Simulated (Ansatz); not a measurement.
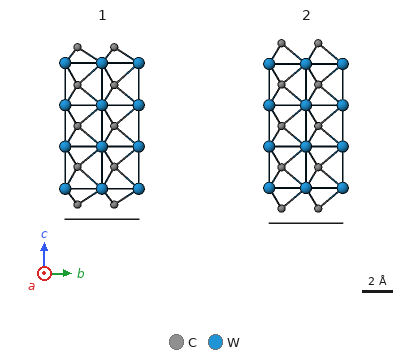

Two geometries of a slab of composition W4C5 (cut from the P-6m2 phase), drawn at one scale. One is the start of a relaxation, the other its converged end. The picture is a ball-and-stick view of the 2 × 2 repeat of the cell, outlined in the plane, without the vacuum, seen along the a axis.

Method: DFT PBE, scalar-relativistic, plane waves, PAW in Ansatz. Set-up: plane-wave cutoff 420 eV; k-point mesh 12 × 12 × 1; occupations gaussian; smearing width 0.1 eV; no spin polarisation; dipole correction; atoms relaxed in a fixed cell; force threshold 0.02 eV/Å; at most 60 steps.

Which one is relaxed?

Structure 1 is the relaxed one. The slab is the (0 0 1) face of WC. After 4 accepted moves (6 points after the start) the energy has fallen by 1.902 eV per cell of the calculation. The largest force component goes from 5.5 to 0.0022 eV/Å. The line search rejected the trial step at point 2 of the run. 1 step only repeated the SCF at the same geometry. The largest moves relative to the layer's centre, 0.27 Å, are those of C atoms. Largest moves by element: C 0.27 Å, W 0.06 Å. The lattice vectors keep their values. Among the contacts that change: C–W 2.207 → 2.009 Å, C–W 2.207 → 2.267 Å, W–W 2.847 → 2.902 Å, C–W 2.207 → 2.184 Å. Among the angles between lasting bonds that change: W–C–W 82.9° → 93.3°, W–C–W 82.9° → 80.2°. Cost: 57 s on 2 threads of Arm Neoverse V2 (shared host), peak memory 0.48 GiB.
